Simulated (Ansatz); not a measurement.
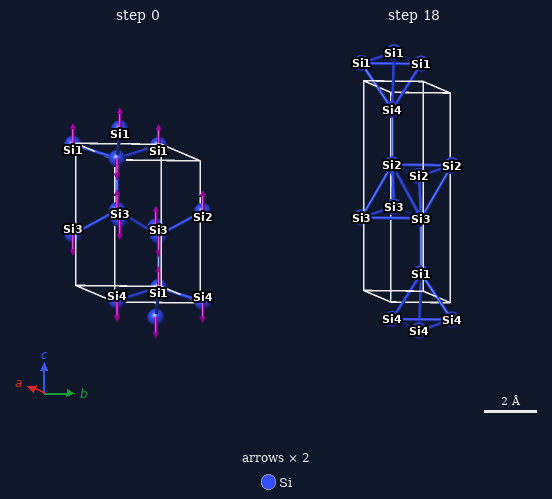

The structure of a crystal of Si (set up in P6_3/mmc) before (left) and after (right) a relaxation, at one scale. The purple arrows give the displacements (the part carried along by the change of the cell is left out), 2 times their true length.

Style: ball-and-stick. Shown: the cell of the calculation, from a free direction.

Case: relaxed at 90 GPa.

The calculation used Ansatz, DFT LDA, scalar-relativistic, plane waves, PAW.

Input file:
```yaml
crystal:
  lattice:
    - [3.3300840651, 0.0, 0.0]
    - [-1.6650420325, 2.8839373971, 0.0]
    - [0.0, 0.0, 5.6536972445]
  atoms:
    - { symbol: Si, position: [0.3333333333, 0.6666666667, 0.0669760894] }
    - { symbol: Si, position: [0.6666666667, 0.3333333333, 0.5669760894] }
    - { symbol: Si, position: [0.3333333333, 0.6666666667, 0.4330239106] }
    - { symbol: Si, position: [0.6666666667, 0.3333333333, 0.9330239106] }
basis:
  ecutwfc: 420
kpoints:
  mp_grid: { grid: [12, 12, 8] }
hamiltonian:
  xc: lda
scf:
  occupations: { method: gaussian, width: 0.1 }
output:
  forces: true
  stress: true
  eigenvalues: true
relax:
  adjacent_minimum: "off"
  f_tol: 0.008
  max_steps: 50
  cell: { stress_tol: 0.08, p_target: 90.0 }
```

Run as
```bash
ansatz run input.yaml --threads 1 --pin off --max-ram 2560MiB --backend cpu --events-out ev --progress --plain --runs-dir out
```

Question: What changed between the two?

Answer: The largest moves relative to the cell, 0.43 Å, are those of Si1, Si2, Si3 and Si4. Si2 goes along +c. The volume changes by −28.4 %, with a = b 3.330 → 2.320 Å (−30.3 %), c 5.654 → 8.338 Å (+47.5 %). Among the contacts that change: Si1–Si1 3.330 → 2.320 Å, Si1–Si4 2.066 → 2.383 Å, Si1–Si3 2.070 → 2.198 Å. Bond angles that change, for instance: Si4–Si1–Si4 107.4° → 58.3°, Si3–Si1–Si4 111.5° → 145.8°. The space group stays P6_3/mmc (No. 194). Over 16 accepted moves (18 points after the start) the energy rises by 216 meV per atom. With the target pressure of 90 GPa, the enthalpy E + pV changes by −1948 meV per atom. Largest force component: 0.19 eV/Å at the start, 0.0042 eV/Å at the end. Pressure: 74.24 GPa at the start and 90.01 GPa at the end. At 2 points the geometry stayed and the basis and grid were re-selected for the new cell (energy shift of 34.9 meV per atom at most each time). Cost: 67 s on 1 thread of Oxide Virtual Turin-like Processor (Zen 5) (shared host), peak memory 0.39 GiB.
